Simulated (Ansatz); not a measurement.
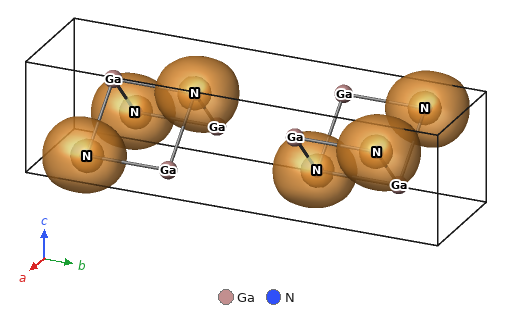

GaN. Isosurface of the ELF at 0.65 (orange), seen at an oblique angle. Only the valence region is drawn (cores and ρ < 0.01 e/Å³ removed). Sticks mark near contacts.

Space group Cmcm; a structure from a database of computed crystals, not necessarily the ambient phase; started from the TlCl-63 prototype, which need not be the ambient phase.

Theory: DFT, r2SCAN+rVV10, plane waves, PAW (Ansatz).

Core electrons are frozen (PAW), and the valence fields are smoothed inside the atomic spheres.

```cif
data_structure
_symmetry_space_group_name_H-M 'P 1'
_symmetry_Int_Tables_number 1
_cell_length_a 2.8631
_cell_length_b 10.7925
_cell_length_c 2.8822
_cell_angle_alpha 90.000
_cell_angle_beta 90.000
_cell_angle_gamma 90.000
_cell_volume 89.06
loop_
_atom_site_label
_atom_site_type_symbol
_atom_site_fract_x
_atom_site_fract_y
_atom_site_fract_z
_atom_site_occupancy
Ga1 Ga 0.00000 0.65361 0.75000 1
Ga2 Ga 0.50000 0.15361 0.75000 1
Ga3 Ga 0.00000 0.34639 0.25000 1
Ga4 Ga 0.50000 0.84639 0.25000 1
N1 N 0.00000 0.14830 0.25000 1
N2 N 0.50000 0.64830 0.25000 1
N3 N 0.00000 0.85170 0.75000 1
N4 N 0.50000 0.35170 0.75000 1
```

Describe the localisation domains.

Answer. At this value the surface marks out four regions wrapped around N (the valence shell of each), counted in one cell of 8 atoms. Regions shared between cells count once. Along the contacts the grid gives the following. Ga–N (2.03 Å): the ELF peaks at about 0.80 in the valence shell of N, 0.7 Å from its nucleus, and is about 0.40 at the midpoint. Ga–N (2.14 Å): the ELF peaks at about 0.85 in the valence shell of N, 0.7 Å from its nucleus, and is about 0.40 at the midpoint.
